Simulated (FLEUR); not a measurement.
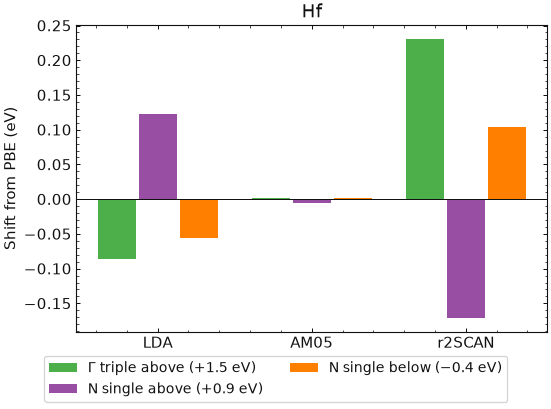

Levels near the Fermi level of bcc Hf, space group Im-3m (No. 229), 1 atom in the primitive cell (cubic a = 3.610 Å), a metal, by four methods on one cell, as shifts from PBE. Each level is counted from the Fermi level of its run and named by k point, degeneracy (spin aside) and side; the legend gives its PBE energy.

### Which method departs most from PBE, and how?

r2SCAN: it moves Γ triple above by +0.23 eV, N single above by −0.17 eV and N single below by +0.10 eV.

```
method  Γ triple above (eV)  N single above (eV)  N single below (eV)
   LDA                 1.39                 1.01                −0.48
  AM05                 1.48                 0.88                −0.42
   PBE                 1.48                 0.89                −0.42
r2SCAN                 1.71                 0.71                −0.32
```

Settings. LDA: all-electron, 10×10×10 k mesh, Fermi-Dirac smearing of 0.05 eV (FLEUR MaX-R8.1 (later development tree)). AM05: all-electron, 10×10×10 k mesh, Fermi-Dirac smearing of 0.05 eV (FLEUR MaX-R8.1 (later development tree)). PBE: all-electron, 10×10×10 k mesh, Fermi-Dirac smearing of 0.05 eV (FLEUR MaX-R8.1 (later development tree)). r2SCAN: all-electron, 10×10×10 k mesh, Fermi-Dirac smearing of 0.05 eV (FLEUR MaX-R8.1 (later development tree)). No run carries moments or holds spin-orbit coupling.

Spin-orbit coupling is left out, which matters for Hf. This isn't the form of Hf at room conditions, which is hcp. r2SCAN: the meta-GGA is that of a development version, with a GGA for the radial functions and cores and without core tails. The Fermi levels are those of this mesh and smearing.
